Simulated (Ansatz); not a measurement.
**GaSe: a changed input and its effect**

System: GaSe (P6₃/mmc, 8 atoms in the cell).
Method of run 1: DFT PBE, scalar-relativistic, plane waves, PAW, no spin polarisation (Ansatz 0.2.0).

The structure was made by a generator, so it may or may not be a known phase. Text and figures count atoms from 1; the logs count them from 0 in places.

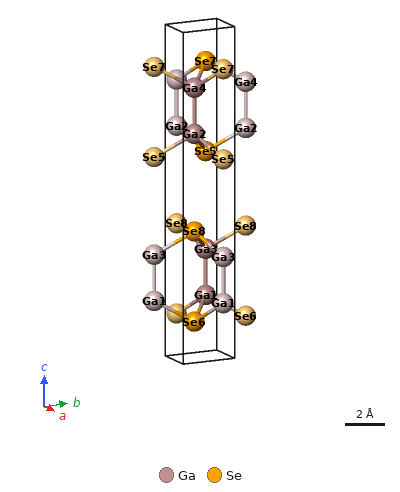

**Figure 1.** The input geometry (ball-and-stick view of the cell of the calculation, seen slightly off an axis; neighbours outside the cell are drawn fainter; atoms are numbered from 1 in the order of the input). An atom can appear more than once, as a periodic image. Near neighbours in the periodic cell (some may lie outside the picture): Ga has 1 Ga at 2.44 Å and 3 Se at 2.47 Å; Se has 3 Ga at 2.47 Å.

### Input file, run 1
```yaml
crystal:
  lattice:
    - [3.770595674, 0.0, 0.0]
    - [-1.885297837, 3.2654316411, 0.0]
    - [0.0, 0.0, 17.5266117891]
  atoms:
    - { symbol: Ga, position: [0.3333333333, 0.6666666667, 0.1803333842] }
    - { symbol: Ga, position: [0.6666666667, 0.3333333333, 0.6803333842] }
    - { symbol: Ga, position: [0.3333333333, 0.6666666667, 0.3196666158] }
    - { symbol: Ga, position: [0.6666666667, 0.3333333333, 0.8196666158] }
    - { symbol: Se, position: [0.3333333333, 0.6666666667, 0.6140664093] }
    - { symbol: Se, position: [0.6666666667, 0.3333333333, 0.1140664093] }
    - { symbol: Se, position: [0.3333333333, 0.6666666667, 0.8859335907] }
    - { symbol: Se, position: [0.6666666667, 0.3333333333, 0.3859335907] }
basis:
  ecutwfc: 420
kpoints:
  mp_grid: { grid: [12, 12, 2] }
hamiltonian:
  xc: pbe
scf:
  occupations: { method: gaussian, width: 0.02 }
output:
  forces: true
  stress: true
  eigenvalues: true
relax:
  adjacent_minimum: "off"
  f_tol: 0.01
  max_steps: 30
  cell: { stress_tol: 0.1, fix: [volume] }
```

Command:
```bash
ansatz run input.yaml --threads 1 --pin off --max-ram 2560MiB --backend cpu --events-out ev --progress --plain --runs-dir out
```

Hardware: 1 thread of Arm Neoverse V2, 24 GiB of memory available, shared host.

### Output, shortened to warnings, some set-up lines, iterations and results (run 1)
```
Basis set: ecut = 420 eV, 4199 PW (Γ), exchange–correlation on 54×54×240 points (8 copies of the dense FFT grid, shifted against one another)
Symmetry: 24 space group operations
k-points: 38 of 288
Initial density: superposition of atomic densities (neutral atoms: chi_scale 0, normalization atom), corrected by the library's trained network
[...]
SCF iter   1: F=—  HF=-37013.117037 eV  |F-HF|=—  |Δ(HF+E_count)|=         —  Δρ=1.70e-3  dr2=4.83e-3  ethr=1.77e-3  ⟨swp⟩=6.1  Hψ=9410  notcnv=0  defer=3
SCF iter   2: F=—  HF=-37013.113412 eV  |F-HF|=—  |Δ(HF+E_count)|=   3.63e-3  Δρ=9.83e-4  dr2=1.62e-3  ethr=4.17e-6  ⟨swp⟩=2.0  Hψ=5216  notcnv=0  defer=227
SCF iter   3: F=—  HF=-37013.113374 eV  |F-HF|=—  |Δ(HF+E_count)|=   3.76e-5  Δρ=4.14e-4  dr2=3.01e-4  ethr=1.40e-6  ⟨swp⟩=2.0  Hψ=3872  notcnv=0  defer=227
SCF iter   4: F=—  HF=-37013.113454 eV  |F-HF|=—  |Δ(HF+E_count)|=   7.91e-5  Δρ=1.35e-4  dr2=2.28e-5  ethr=2.60e-7  ⟨swp⟩=2.0  Hψ=3731  notcnv=0  defer=227
SCF iter   5: F=—  HF=-37013.113499 eV  |F-HF|=—  |Δ(HF+E_count)|=   4.55e-5  Δρ=4.06e-5  dr2=4.74e-6  ethr=1.97e-8  ⟨swp⟩=2.0  Hψ=4576  notcnv=0  defer=227
[... 24 lines ...]
SCF iter   5: F=—  HF=-37013.144984 eV  |F-HF|=—  |Δ(HF+E_count)|=   1.81e-7  Δρ=6.68e-7  dr2=1.85e-9  ethr=7.75e-12  ⟨swp⟩=2.0  Hψ=4104  notcnv=0
SCF iter   6: F=—  HF=-37013.144984 eV  |F-HF|=—  |Δ(HF+E_count)|=   2.02e-9  Δρ=3.06e-7  dr2=3.87e-10  ethr=1.60e-12  ⟨swp⟩=2.0  Hψ=4104  notcnv=0
SCF iter   7: F=-37013.144984 eV  HF=-37013.144984 eV  |F-HF|=0.00e0  |Δ(HF+E_count)|=  6.55e-10  Δρ=1.06e-7  dr2=4.47e-11  ethr=1.00e-12  ⟨swp⟩=4.0  Hψ=8807  notcnv=0
SCF 4 converged in 7 iterations: F = -37013.144984 eV  dr2 = 4.47e-11
relax step   4: F+E_penalty+E_count = -37013.14498407 eV  Δ(F+E_penalty+E_count) = -1.127e-5 eV  max|allowed force component| = 2.281e-3 eV/Å  Δτ_max = 0.0000 Å  P = +0.306 …
basis re-selected at this cell: Δ(F+E_penalty+E_count) = -1.127e-5 eV, ΔP = -0.001 GPa vs the last step (what re-selecting the basis moved, of the pressure what is left beyond the Pulay correction that the steps carried, after the strain that the cell walked since its last selection, with what the …
SCF converged after 7 iterations
Free energy (F): -37013.144984 eV
Harris-Foulkes:  -37013.144984 eV  (|F-HF|=0.00e0)
Internal energy: -37013.144984 eV  (E = F + TS)
E sigma→0 (E₀):  -37013.144984 eV
Fermi energy:    6.460706 eV
--- Per-component energies (eV) ---
  E_band       = -1989.000545
  E_kinetic    = 932.885171
  E_local      = -20383.692267  (includes V_loc(G=0)·N_el)
  E_nonlocal   = -684.260367
  E_hartree    = 9768.264652
  E_xc         = -691.162766
  E_vxc        = -621.670621  (∫ρ·V_xc dr)
  E_paw        = -15600.268571  (= ΣΔE_a)
  E_vpaw       = -768.789600  (= ΣTr[D̂ρ^β])
  E_aug_tail   = -0.002757  (compensation charges beyond the density's cutoff)
  E_ewald      = -10354.908079
  E_smearing   = -0.000000  (= −TS)
  E_closure    = -0.000000  (closes the sum)
  Σ components = -37013.144984   (vs F -37013.144984, Δ=0.00e0)
--- Forces (eV/Å), atoms counted from 1 ---
  atom   1  Ga    -0.00000000     0.00000000     0.00228070
  atom   2  Ga     0.00000000    -0.00000000     0.00228070
  atom   3  Ga     0.00000000     0.00000000    -0.00228070
  atom   4  Ga    -0.00000000    -0.00000000    -0.00228070
  atom   5  Se    -0.00000000     0.00000000    -0.00007263
  atom   6  Se    -0.00000000    -0.00000000    -0.00007263
  atom   7  Se     0.00000000     0.00000000     0.00007263
  atom   8  Se    -0.00000000    -0.00000000     0.00007263
  max |Σ_I F_I| component: 2.66e-17 eV/Å
--- Stress (GPa, compression-positive) ---
        0.316201       0.000000      -0.000000
       -0.000000       0.316201       0.000000
       -0.000000       0.000000       0.284554
  P = ⅓ Tr σ = 0.3057 GPa (3.057 kbar)
--- Relaxed structure (3 steps of the walk, 3 accepted, 1 SCFs on fresh bases) ---
  F+E_penalty+E_count = -37013.14498407 eV   max|allowed force component| = 2.281e-3 eV/Å   (the final SCF, on the basis selected at the relaxed cell)
  cell:  # Å, volume = 215.7986 Å³
    - [3.807113220824088, 0.0, -6.457032944590543e-34]
    - [-1.903556610412044, 3.2970567643172557, -5.795872538596193e-19]
[...]
```

For run 2 the input was changed thus:
```diff
+  algorithm: density_mixing
-  f_tol: 0.01
+  f_tol: 0.001
+  max_displacement: 0.1
```

How does run 2 compare with run 1?

Both reach the same energy, so the change doesn't alter the result. The SCF takes 32 iterations over all geometry steps against 26.

### Output, shortened to warnings, some set-up lines, iterations and results (run 2)
```
Basis set: ecut = 420 eV, 4199 PW (Γ), exchange–correlation on 54×54×240 points (8 copies of the dense FFT grid, shifted against one another)
Symmetry: 24 space group operations
k-points: 38 of 288
Initial density: superposition of atomic densities (neutral atoms: chi_scale 0, normalization atom), corrected by the library's trained network
[...]
SCF iter   1: F=—  HF=-37013.117037 eV  |F-HF|=—  |Δ(HF+E_count)|=         —  Δρ=1.70e-3  dr2=4.83e-3  ethr=1.77e-3  ⟨swp⟩=6.1  Hψ=9410  notcnv=0  defer=3
SCF iter   2: F=—  HF=-37013.113412 eV  |F-HF|=—  |Δ(HF+E_count)|=   3.63e-3  Δρ=9.83e-4  dr2=1.62e-3  ethr=4.17e-6  ⟨swp⟩=2.0  Hψ=5216  notcnv=0  defer=227
SCF iter   3: F=—  HF=-37013.113374 eV  |F-HF|=—  |Δ(HF+E_count)|=   3.76e-5  Δρ=4.14e-4  dr2=3.01e-4  ethr=1.40e-6  ⟨swp⟩=2.0  Hψ=3872  notcnv=0  defer=227
SCF iter   4: F=—  HF=-37013.113454 eV  |F-HF|=—  |Δ(HF+E_count)|=   7.91e-5  Δρ=1.35e-4  dr2=2.28e-5  ethr=2.60e-7  ⟨swp⟩=2.0  Hψ=3731  notcnv=0  defer=227
SCF iter   5: F=—  HF=-37013.113499 eV  |F-HF|=—  |Δ(HF+E_count)|=   4.55e-5  Δρ=4.06e-5  dr2=4.74e-6  ethr=1.97e-8  ⟨swp⟩=2.0  Hψ=4576  notcnv=0  defer=227
[... 32 lines ...]
SCF iter   4: F=—  HF=-37013.144989 eV  |F-HF|=—  |Δ(HF+E_count)|=   2.54e-5  Δρ=1.67e-6  dr2=4.69e-9  ethr=3.27e-11  ⟨swp⟩=2.0  Hψ=4835  notcnv=0
SCF iter   5: F=—  HF=-37013.144989 eV  |F-HF|=—  |Δ(HF+E_count)|=   1.73e-7  Δρ=4.35e-7  dr2=1.15e-9  ethr=4.05e-12  ⟨swp⟩=2.1  Hψ=3535  notcnv=0
SCF iter   6: F=-37013.144989 eV  HF=-37013.144989 eV  |F-HF|=5.82e-11  |Δ(HF+E_count)|=   3.57e-9  Δρ=2.00e-7  dr2=1.63e-10  ethr=1.00e-12  ⟨swp⟩=4.1  Hψ=9435  notcnv=0
SCF 5 converged in 6 iterations: F = -37013.144989 eV  dr2 = 1.63e-10
relax step   5: F+E_penalty+E_count = -37013.14498868 eV  Δ(F+E_penalty+E_count) = -8.138e-6 eV  max|allowed force component| = 6.433e-4 eV/Å  Δτ_max = 0.0000 Å  P = +0.295 …
basis re-selected at this cell: Δ(F+E_penalty+E_count) = -8.138e-6 eV, ΔP = -0.001 GPa vs the last step (what re-selecting the basis moved, of the pressure what is left beyond the Pulay correction that the steps carried, after the strain that the cell walked since its last selection, with what the …
SCF converged after 6 iterations
Free energy (F): -37013.144989 eV
Harris-Foulkes:  -37013.144989 eV  (|F-HF|=5.82e-11)
Internal energy: -37013.144989 eV  (E = F + TS)
E sigma→0 (E₀):  -37013.144989 eV
Fermi energy:    6.460460 eV
--- Per-component energies (eV) ---
  E_band       = -1988.973286
  E_kinetic    = 932.863391
  E_local      = -20378.007197  (includes V_loc(G=0)·N_el)
  E_nonlocal   = -684.261660
  E_hartree    = 9765.439817
  E_xc         = -691.152544
  E_vxc        = -621.656552  (∫ρ·V_xc dr)
  E_paw        = -15600.268410  (= ΣΔE_a)
  E_vpaw       = -768.789740  (= ΣTr[D̂ρ^β])
  E_aug_tail   = -0.002757  (compensation charges beyond the density's cutoff)
  E_ewald      = -10357.755629
  E_smearing   = -0.000000  (= −TS)
  E_closure    = -0.000000  (closes the sum)
  Σ components = -37013.144989   (vs F -37013.144989, Δ=0.00e0)
--- Forces (eV/Å), atoms counted from 1 ---
  atom   1  Ga     0.00000000    -0.00000000     0.00064326
  atom   2  Ga     0.00000000     0.00000000     0.00064326
  atom   3  Ga     0.00000000    -0.00000000    -0.00064326
  atom   4  Ga     0.00000000     0.00000000    -0.00064326
  atom   5  Se    -0.00000000    -0.00000000    -0.00007197
  atom   6  Se    -0.00000000     0.00000000    -0.00007197
  atom   7  Se     0.00000000    -0.00000000     0.00007197
  atom   8  Se     0.00000000     0.00000000     0.00007197
  max |Σ_I F_I| component: 2.08e-17 eV/Å
--- Stress (GPa, compression-positive) ---
        0.295939       0.000000      -0.000000
        0.000000       0.295939      -0.000000
       -0.000000      -0.000000       0.292838
  P = ⅓ Tr σ = 0.2949 GPa (2.949 kbar)
--- Relaxed structure (4 steps of the walk, 4 accepted, 1 SCFs on fresh bases) ---
  F+E_penalty+E_count = -37013.14498868 eV   max|allowed force component| = 6.433e-4 eV/Å   (the final SCF, on the basis selected at the relaxed cell)
  cell:  # Å, volume = 215.7986 Å³
    - [3.8079089411504246, 0.0, -4.842774708442907e-34]
    - [-1.9039544705752123, 3.297745878334171, -5.920935585119132e-19]
[...]
```

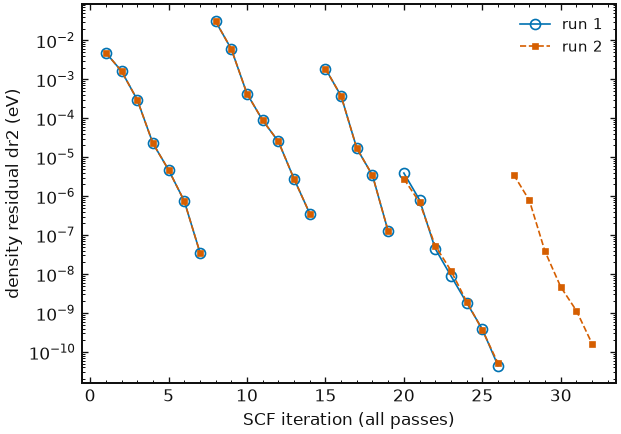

**Figure 2.** Convergence of the two runs: density residual dr2 against the SCF iteration. A break in a curve parts two SCF passes. Run 1 takes 26 iterations in all, and run 2 takes 32.

### The two runs side by side

| quantity | run 1 | run 2 |
| --- | --- | --- |
| outcome | converged | converged |
| free energy per atom (eV) | −4626.6431 | −4626.6431 |
| gap on the mesh (eV) | 1.12 | 1.12 |
| pressure (GPa) | 0.31 | 0.29 |
| largest force (eV/Å) | 0.002 | 0.001 |
| SCF iterations | 26 | 32 |
| irreducible k-points | 38 | 38 |
| wall time (shared host) | 1.8 min | 2.3 min |
